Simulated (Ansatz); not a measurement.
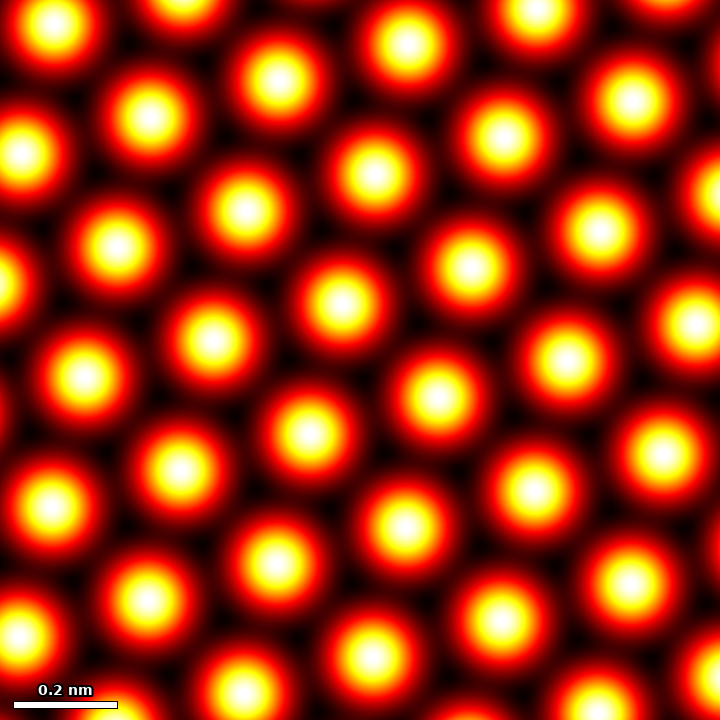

HAADF-like image of Al (Im-3m, No. 229) along [111]. Simulation: incoherent imaging, intensity Z^1.7 per atom, probe width 1.26 Å, thin sample. The display is stretched by a gamma of 0.8; percentages refer to the linear signal. Model: the input geometry of a calculation; the starting structure was generated, so it need not be a known form of this composition.

**Describe what the image shows.**

The columns repeat on a hexagonal net with a repeat of 2.60 Å (plane group p6mm). All columns are alike (Al). The shortest distance between visible columns is 2.60 Å in projection. Along the beam the structure repeats every 2.76 Å.
